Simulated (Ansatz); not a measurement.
Consider MoS₂.

```cif
data_structure
_symmetry_space_group_name_H-M 'P 1'
_symmetry_Int_Tables_number 1
_cell_length_a 3.1610
_cell_length_b 3.1610
_cell_length_c 12.5409
_cell_angle_alpha 90.000
_cell_angle_beta 90.000
_cell_angle_gamma 120.000
_cell_volume 108.52
loop_
_atom_site_label
_atom_site_type_symbol
_atom_site_fract_x
_atom_site_fract_y
_atom_site_fract_z
_atom_site_occupancy
Mo1 Mo 0.33333 0.66667 0.25000 1
Mo2 Mo 0.66667 0.33333 0.75000 1
S1 S 0.33333 0.66667 0.62750 1
S2 S 0.66667 0.33333 0.12750 1
S3 S 0.33333 0.66667 0.87250 1
S4 S 0.66667 0.33333 0.37250 1
```

Space group P6₃/mmc; changed on purpose from its base cell (zz strain of +2 %, PAW files); not relaxed (largest force 0.6 eV/Å); computed pressure about 5 GPa in this cell; computed without spin polarisation.

The calculation used Ansatz, DFT, PBE, PAW with Ansatz's default frozen-core files, scalar-relativistic.

Predict the valence pseudo-density and electron localisation function between the atoms.

Answer. Mo–S (2.39 Å): the density is about 0.63 e/Å³ at the midpoint; the ELF peaks at about 0.85 in the valence shell of S, 0.8 Å from its nucleus, and is about 0.45 at the midpoint.

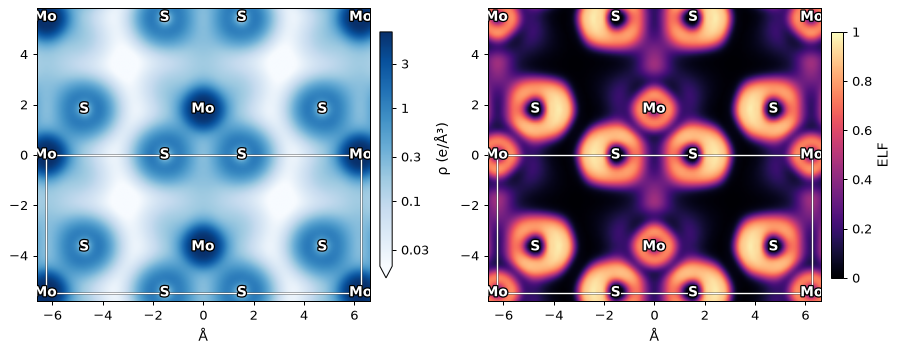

Computed valence pseudo-density and electron localisation function on the (110) plane of the conventional cell, in this order. 

The density is the valence pseudo-density of a PAW calculation; it isn't the true density close to the nuclei.
